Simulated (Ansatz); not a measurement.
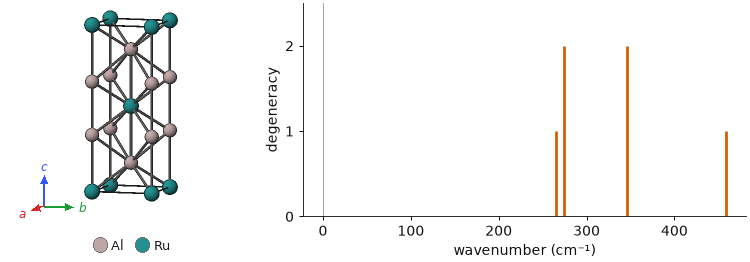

The picture above shows the zone-centre optical phonon frequencies (the three acoustic modes are left out) for Al₂Ru, space group I4/mmm (No. 139). The conventional cell is drawn beside the plot.

Starting cell:
```cif
data_structure
_symmetry_space_group_name_H-M 'P 1'
_symmetry_Int_Tables_number 1
_cell_length_a 4.7075
_cell_length_b 4.7075
_cell_length_c 4.7075
_cell_angle_alpha 141.577
_cell_angle_beta 141.577
_cell_angle_gamma 55.466
_cell_volume 39.99
loop_
_atom_site_label
_atom_site_type_symbol
_atom_site_fract_x
_atom_site_fract_y
_atom_site_fract_z
_atom_site_occupancy
Al1 Al 0.65952 0.65952 0.00000 1
Al2 Al 0.34048 0.34048 0.00000 1
Ru1 Ru 0.00000 0.00000 0.00000 1
```

Calculation (Ansatz 0.2.0): harmonic phonon frequencies at the zone centre with atoms at rest in the given cell, without the long-range term of polar modes, the three translations left out, imaginary frequencies are negative; plane waves with PAW datasets, Γ-centred k mesh. Level: PBEsol, no spin polarisation.

wave cutoff 420 eV; k mesh 18×18×18; occupations Fermi–Dirac; smearing width 0.15 eV; pressure 5 GPa; phonon method linear response.

**What do the frequencies say about stability?**

No frequency is imaginary, so the structure is stable to these displacements (zone-boundary modes weren't tested here).

**What is the highest frequency?**

The highest mode lies at 459.0 cm⁻¹.

**List the optical modes with their degeneracies.**

265.1, 274.0 (×2), 346.5 (×2), 459.0 cm⁻¹.

Caveats: metal sensitive to the k mesh.
